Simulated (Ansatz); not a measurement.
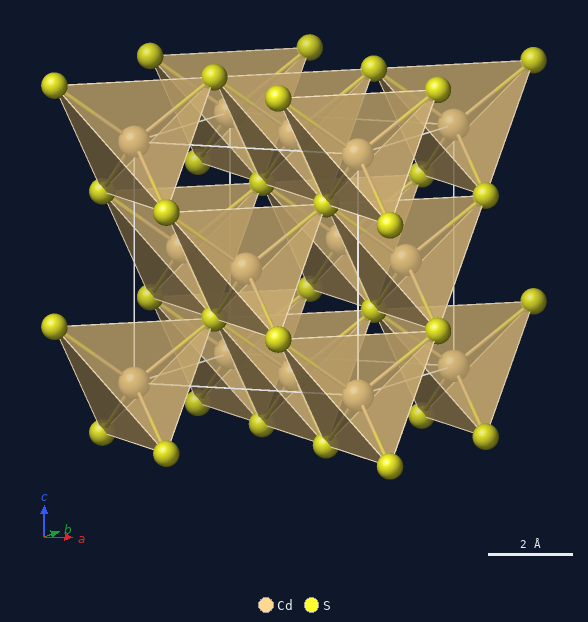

**Figure 1.** The structure as given in the input (polyhedral view of the cell 4 times as large as that of the calculation, set on its symmetry axes, seen slightly off an axis; polyhedra are completed across the faces of the cell).

# Run report: CdS, single-point calculation

- system: CdS (2 atoms in the cell)
- method: DFT PBE, scalar-relativistic, plane waves, PAW; levels and slopes on a dense k mesh at the converged density, no spin polarisation (Ansatz 0.2.0)

The structure derives from an entry of the Crystallography Open Database.

## Log
```
Engine: ansatz 0.2.0, aarch64-unknown-linux-gnu
Pseudopotentials: kind: paw
Pseudopotential: Cd, paw, valence charge 20, recommended cutoff 420 eV (normal), Cd.paw.azcp
Pseudopotential: S, paw, valence charge 6, recommended cutoff 420 eV (normal), S.paw.azcp
Functional definition: PBE
  parameter kappa = 0.804
  parameter beta = 0.06672455060314922
  exchange = pbe_x(kappa = kappa, mu = beta*pi^2/3)
  correlation = pbe_c(beta = beta)
Crystal: 2 atoms, lattice volume = 49.615 Å³
Basis set: ecut = 420 eV, 941 PW (Γ), exchange–correlation on 60×60×60 points (8 copies of the dense FFT grid, shifted against one another)
Bands: 17, of which v1, the nominal top of the filled ones, is band 13 counted from 1 (12 counted from 0)
Symmetry: 24 space group operations
Space group: F-43m (ITA 216), of the structure as read, at distance tolerance 3.7e-5 Å
k-points: 72 of 1728 (time reversal used)
Non-local potential: Cd, projectors of the file, l = 0: 3, l = 1: 2, l = 2: 2, l = 3: 1
Non-local potential: S, projectors of the file, l = 0: 2, l = 1: 2, l = 2: 2
PAW form: soft (Blöchl's): semilocal exchange-correlation on the pseudo side does not see the compensation charge
PAW one-centre angular grid: Cd, 590 points (default); XC on 64 Gauss nodes
PAW one-centre angular grid: S, 110 points (default); XC on 64 Gauss nodes
Initial density: superposition of atomic densities (neutral atoms: chi_scale 0, normalization atom), corrected by the library's trained network
Initial wavefunctions: pseudopotential atomic-orbital guess
Functional: x = pbe(κ = 0.804, μ = 0.2195149727645171), c = pbe(β = 0.06672455060314922)
SCF iter   1: F=—  HF=-9157.807431 eV  |F-HF|=—  |Δ(HF+E_count)|=         —  Δρ=5.98e-4  dr2=2.27e-4  ethr=1.77e-3  ⟨swp⟩=5.4  Hψ=5995  notcnv=0
preconditioner: auto → none  [insulator: Δε(μ)=1.140 eV  Ē_g=12.374 eV  σ=0.050 eV  W_gap=1.00  n_scr=14 (ndim 8)  ℏωp=22.4 eV  f_vac=0.128  D(μ)=0.00/eV (n_scr^D=0)  ε∞_Penn≈4.3]
SCF iter   2: F=—  HF=-9157.808069 eV  |F-HF|=—  |Δ(HF+E_count)|=   6.38e-4  Δρ=3.34e-4  dr2=3.27e-5  ethr=8.73e-7  ⟨swp⟩=2.5  Hψ=2793  notcnv=0
SCF iter   3: F=—  HF=-9157.808079 eV  |F-HF|=—  |Δ(HF+E_count)|=   1.01e-5  Δρ=1.17e-4  dr2=3.17e-6  ethr=1.26e-7  ⟨swp⟩=2.0  Hψ=1812  notcnv=0
SCF iter   4: F=—  HF=-9157.808083 eV  |F-HF|=—  |Δ(HF+E_count)|=   3.85e-6  Δρ=3.28e-5  dr2=2.50e-7  ethr=1.22e-8  ⟨swp⟩=2.0  Hψ=1872  notcnv=0
SCF iter   5: F=—  HF=-9157.808120 eV  |F-HF|=—  |Δ(HF+E_count)|=   3.71e-5  Δρ=6.29e-6  dr2=2.81e-8  ethr=9.61e-10  ⟨swp⟩=2.0  Hψ=1872  notcnv=0
SCF iter   6: F=—  HF=-9157.808120 eV  |F-HF|=—  |Δ(HF+E_count)|=   5.07e-8  Δρ=2.74e-6  dr2=2.59e-9  ethr=1.08e-10  ⟨swp⟩=2.0  Hψ=1872  notcnv=0
SCF iter   7: F=—  HF=-9157.808120 eV  |F-HF|=—  |Δ(HF+E_count)|=   3.42e-9  Δρ=2.26e-7  dr2=2.21e-11  ethr=9.95e-12  ⟨swp⟩=2.0  Hψ=1835  notcnv=0
SCF iter   8: F=-9157.808120 eV  HF=-9157.808120 eV  |F-HF|=7.28e-12  |Δ(HF+E_count)|=  1.31e-10  Δρ=2.84e-8  dr2=2.89e-13  ethr=1.00e-12  ⟨swp⟩=5.4  Hψ=4939  notcnv=0
SCF 1 converged in 8 iterations: F = -9157.808120 eV  dr2 = 2.89e-13
  greatest PAW one-centre occupation: 1.000 electrons in one spin orbital (limit 2), on the Cd atom at site 0 (counted from 0), in its partial waves of l = 0
```

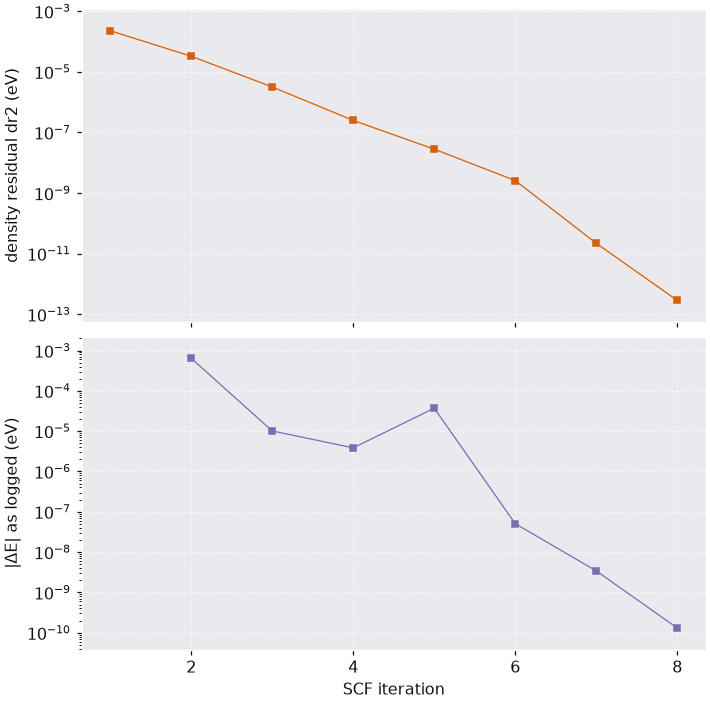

**Figure 2.** Convergence of the self-consistent field: density residual dr2 and size of the energy change against the SCF iteration. The residual falls at every step.

```
NSCF: frozen V_eff on 1059 k-points
SCF converged after 8 iterations
Free energy (F): -9157.808120 eV
Harris-Foulkes:  -9157.808120 eV  (|F-HF|=7.28e-12)
Internal energy: -9157.808120 eV  (E = F + TS)
E sigma→0 (E₀):  -9157.808120 eV
Fermi energy:    7.483583 eV
--- Per-component energies (eV) ---
  E_band       = -506.653136
  E_kinetic    = 612.017108
  E_local      = -4012.140047  (includes V_loc(G=0)·N_el)
  E_nonlocal   = 62.143999
  E_hartree    = 1842.897185
  E_xc         = -273.988995
  E_vxc        = -309.241953  (∫ρ·V_xc dr)
  E_paw        = -4683.756087  (= ΣΔE_a)
  E_vpaw       = -545.226640  (= ΣTr[D̂ρ^β])
  E_aug_tail   = 0.000016  (compensation charges beyond the density's cutoff)
  E_ewald      = -2704.981299
  E_smearing   = -0.000000  (= −TS)
  E_closure    = 0.000000  (closes the sum)
  Σ components = -9157.808120   (vs F -9157.808120, Δ=0.00e0)
--- Forces (eV/Å), atoms counted from 1 ---
  atom   1  Cd    -0.00000000     0.00000000     0.00000000
  atom   2  S      0.00000000    -0.00000000     0.00000000
  max |Σ_I F_I| component: 9.25e-17 eV/Å
--- Stress (GPa, compression-positive) ---
        2.848184      -0.000000      -0.000000
        0.000000       2.848184       0.000000
       -0.000000       0.000000       2.848184
  P = ⅓ Tr σ = 2.8482 GPa (28.482 kbar)
--- Band table (eV; the first three rows and the last of 72) ---
  k-point 0: bands = ["-94.3869", "-55.4595", "-55.4595", "-55.4595", "-5.4559", "-0.8115", "-0.8115", "-0.8115", "-0.3308", "-0.3308", "6.9096", "6.9096", "6.9096", "8.0552", "13.4357", "13.4357", "13.4357"]
  k-point 1: bands = ["-94.3869", "-55.4596", "-55.4595", "-55.4595", "-5.4274", "-0.8011", "-0.8011", "-0.7884", "-0.3314", "-0.3314", "6.3462", "6.8532", "6.8532", "8.5390", "13.2932", "13.5302", "13.5302"]
  k-point 2: bands = ["-94.3869", "-55.4597", "-55.4596", "-55.4596", "-5.3493", "-0.7738", "-0.7738", "-0.7118", "-0.3315", "-0.3315", "5.4037", "6.7050", "6.7050", "9.2169", "13.0959", "13.7509", "13.7509"]
  k-point 71: bands = ["-94.3869", "-55.4600", "-55.4599", "-55.4598", "-4.8981", "-0.5791", "-0.5585", "-0.3701", "-0.3236", "0.2991", "3.0142", "4.6474", "4.7257", "12.3340", "12.3383", "14.1340", "14.9411"]
--- Fermi surface from the table of eigenstates not read: on its mesh, or on one of the eight of every second point, the electrons fill whole bands (an insulator's do; a metal wants a denser output.eigenstates.nscf_kmesh) ---
```

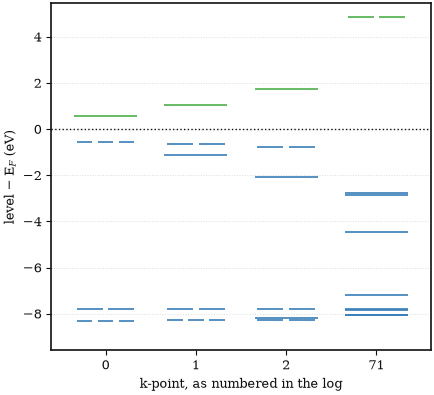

**Figure 3.** Kohn–Sham levels near the Fermi level (dotted) at the few k-points that the log prints; levels within 0.02 eV of each other stand side by side. Among these points the highest filled and lowest empty levels are 1.15 eV apart, which is the gap on the mesh.

This output came from the following input.

## Input
```yaml
crystal:
  lattice:
    - [0.0, 2.9165, 2.9165]
    - [2.9165, 0.0, 2.9165]
    - [2.9165, 2.9165, 0.0]
  atoms:
    - { symbol: Cd, position: [0.0, 0.0, 0.0] }
    - { symbol: S, position: [0.75, 0.75, 0.75] }
basis:
  ecutwfc: 420
kpoints:
  mp_grid: { grid: [12, 12, 12] }
hamiltonian:
  xc: pbe
scf:
  occupations: { method: gaussian, width: 0.05 }
output:
  forces: true
  eigenvalues: true
  eigenstates:
    nscf_kmesh: { grid: [34, 34, 34] }
    top_band: c6
    de_dk: true
    localisation: true
  stress: true
checkpoint:
  write: ck
  compress: false
  write_wavefunctions: false
  write_every: 100000
```

Run as:
```bash
ansatz run input.yaml --threads 1 --pin off --max-ram 3072MiB --backend cpu --events-out ev --progress --plain --runs-dir out
```

## Results in brief

| quantity | value |
| --- | --- |
| outcome | converged |
| space group (tolerance 0.01 Å) | F-43m (216) |
| electrons treated | 26 |
| free energy | −9157.8081 eV |
| Fermi energy | 7.484 eV |
| gap on the k-point mesh | 1.15 eV |
| pressure | 2.85 GPa |
| largest force (length of the vector) | under 0.001 eV/Å |
| hardware | 1 thread of Arm Neoverse V1, 24 GiB of memory available, shared host |
| wall time | 73 s |
| peak memory | 0.73 GiB |
